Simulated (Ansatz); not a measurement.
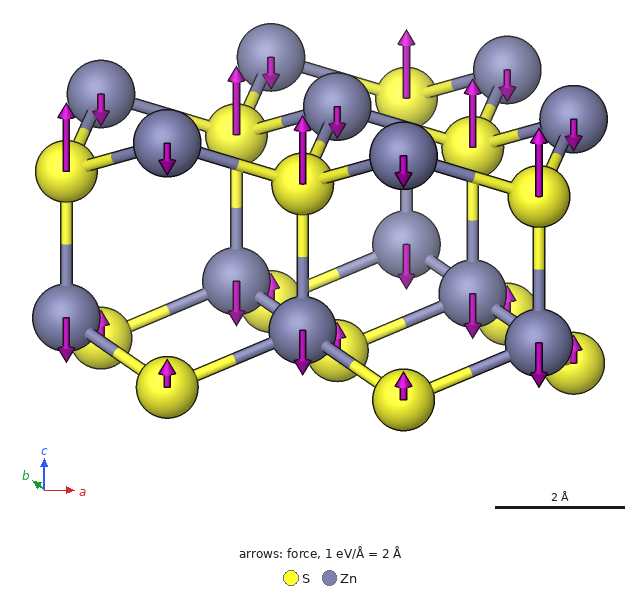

Starting geometry of a slab of composition ZnS (cut from the P6_3mc phase) with the computed forces as purple arrows. A ball-and-stick model of the atoms within 5.8 Å of the atom that moves most (axes of the 2 × 1 repeat of the cell, outlined in the plane, without the vacuum), seen slightly off an axis.

Case: (0 0 1) slab, atoms relaxed. The slab is the (0 0 1) face of ZnS.

These are results of Ansatz 0.2.0, DFT r2SCAN, scalar-relativistic, plane waves, PAW, not measurements. Set-up: plane-wave cutoff 500 eV; k-point mesh 9 × 9 × 1; occupations gaussian; smearing width 0.05 eV; no spin polarisation; dipole correction; atoms relaxed in a fixed cell; force threshold 0.02 eV/Å; at most 60 steps.

Question: What follows when this structure is relaxed?

Answer: It isn't relaxed: the largest force vector, on an S atom, is 0.55 eV/Å. The atoms end up moving mostly along the starting forces (cosine between the two patterns 0.92). The energy falls by 98.1 meV per cell of the calculation in 3 accepted moves (4 points after the start). Largest force component: 0.55 eV/Å at the start, 0.017 eV/Å at the end. 1 step only repeated the SCF at the same geometry. A Zn atom moves most relative to the layer's centre: 0.076 Å along the normal (−c). Largest moves by element: Zn 0.076 Å, S 0.070 Å. The cell doesn't change. Among the contacts that change: S–Zn 2.338 → 2.434 Å, S–Zn 2.333 → 2.290 Å, S–Zn 2.334 → 2.315 Å. Bond angles that change, for instance: Zn–S–Zn 109.5° → 106.2°, S–Zn–S 109.4° → 112.5°, Zn–S–Zn 109.4° → 112.5°. Cost: 3.4 min on 4 threads of Arm Neoverse V2, with other jobs on the host, peak memory 2.3 GiB.
